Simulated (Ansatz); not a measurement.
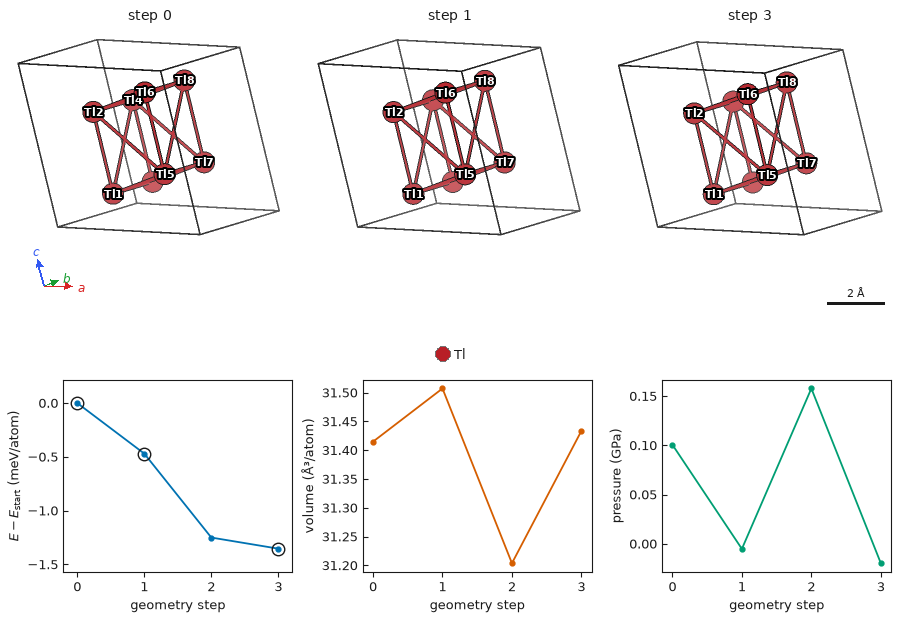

Frames of a relaxation of solid Tl (set up in P6_3/mmc), marked on the history of the run. A ball-and-stick model of the cell of the calculation, seen slightly off an axis.

All numbers below come from DFT PBE, scalar-relativistic, plane waves, PAW; settings changed (Ansatz).

Input
```yaml
crystal:
  lattice:
    - [0.0, 0.0, 5.4942765172]
    - [-7.2676120258, -1.0e-10, 0.0]
    - [3.633806013, -6.2939366391, 0.0]
  atoms:
    - { symbol: Tl, position: [0.25, 0.3333333333, 0.1666666667] }
    - { symbol: Tl, position: [0.25, 0.3333333333, 0.6666666667] }
    - { symbol: Tl, position: [0.25, 0.8333333333, 0.1666666667] }
    - { symbol: Tl, position: [0.25, 0.8333333333, 0.6666666667] }
    - { symbol: Tl, position: [0.75, 0.1666666667, 0.3333333333] }
    - { symbol: Tl, position: [0.75, 0.1666666667, 0.8333333333] }
    - { symbol: Tl, position: [0.75, 0.6666666667, 0.3333333333] }
    - { symbol: Tl, position: [0.75, 0.6666666667, 0.8333333333] }
basis:
  ecutwfc: 420
  ecutrho_ratio: 4
kpoints:
  mp_grid: { grid: [12, 9, 9] }
hamiltonian:
  xc: pbe
scf:
  occupations: { method: gaussian, width: 0.1 }
output:
  forces: true
  eigenvalues: true
  stress: true
relax:
  adjacent_minimum: "off"
  f_tol: 0.015
  max_steps: 60
  cell: { stress_tol: 0.15 }
```

Run as
```bash
ansatz run input.yaml --threads 1 --pin off --max-ram 2560MiB --backend cpu --events-out ev --progress --plain --runs-dir out
```

Q: Describe the path.

A: The run was cut off at its time limit before the relaxation converged, so the last structure is only a point on the way. The atoms keep their places relative to the cell (all moves are under 0.005 Å). Cell: a 5.494 → 5.632 Å (+2.5 %), b = c 7.268 → 7.180 Å (−1.2 %). Volume +0.1 %. Near-neighbour distances that change, for instance: Tl1–Tl2 3.634 → 3.590 Å, Tl1–Tl5 3.457 → 3.497 Å. Among the angles between lasting bonds that change: Tl5–Tl3–Tl5 105.3° → 107.3°. The space group stays P6_3/mmc (No. 194). The energy falls by 1.4 meV per atom in 3 geometry steps. All forces vanish by symmetry, so only the cell relaxes. The pressure goes from 0.10 to −0.02 GPa. From step 0 to 1: volume +0.3 %, energy −0.5 meV per atom. From step 1 to 3: volume −0.2 %, energy −0.9 meV per atom.
